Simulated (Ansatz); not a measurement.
**CaB₆: density, localisation and related maps**

```
CELL_PARAMETERS angstrom
-0.85276 -4.27704 0.18448
-4.38802 -0.00440 -0.06356
-0.46769 -0.78141 -4.74461
ATOMIC_POSITIONS crystal
Ca 0.00000 0.00000 0.50000
B 0.39007 0.38855 0.27468
B 0.38377 0.38516 0.60950
B 0.60993 0.61145 0.72532
B 0.38405 0.38383 0.94263
B 0.61595 0.61617 0.05737
B 0.61623 0.61484 0.39050
```

Space group P-1; started from the random prototype, which need not be the ambient phase.

All numbers below come from DFT PBE, scalar-relativistic, plane waves, PAW in Ansatz 0.2.0.

The density is the valence pseudo-density of a PAW calculation; it isn't the true density close to the nuclei.

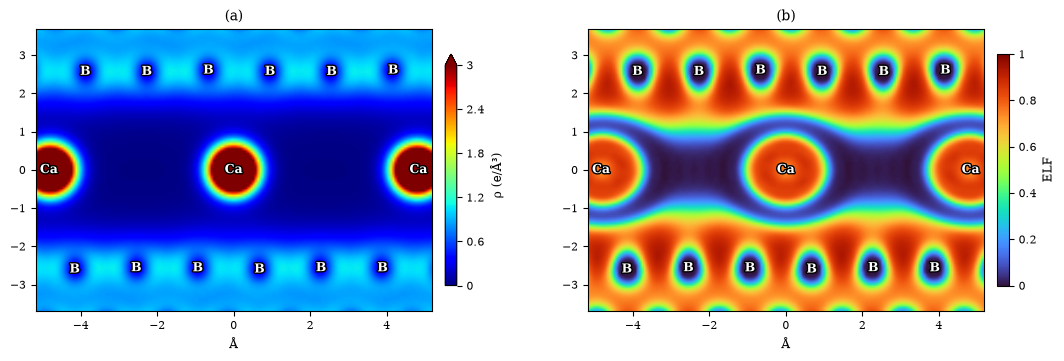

Figure 1. (a) valence pseudo-density; (b) electron localisation function on the (11̄0) plane of the conventional cell.

### What do the fields say about this system?

Atoms in the plane: Ca and B. B–B (1.61 Å): ρ at the midpoint is about 1.1 e/Å³; the ELF peaks at about 0.90 between the atoms. Ca–B (2.69 Å): the density is about 0.17 e/Å³ at the midpoint; the ELF peaks at about 0.75 in the valence shell of B, 0.8 Å from its nucleus, and is about 0.15 at the midpoint. Ca–B (2.74 Å): ρ is about 0.16 e/Å³ halfway; the ELF peaks at about 0.75 in the valence shell of B, 0.9 Å from its nucleus, and is about 0.15 at the midpoint. Between the atoms the lowest density in this plane is 0.01 e/Å³. The features right at Ca lie inside the PAW spheres, where the map follows smoothed inner orbitals and isn't to be read closely.

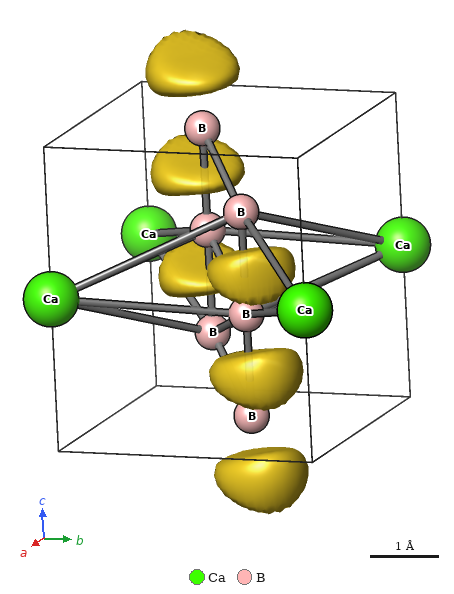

Figure 2. Isosurface of the electron localisation function at 0.8 (yellow), seen slightly off an axis. Core shells and regions of very low density are left out. Sticks mark near contacts.

### Identify the bonds, lone pairs and shells in this picture.

The ELF exceeds this value in six regions between bonded B–B atoms, counted in one cell of 7 atoms. Any copies at cell faces, edges or corners count once.

### Metal or insulator at this level of theory?

It is metallic or semimetallic at this level of theory: no gap opens.
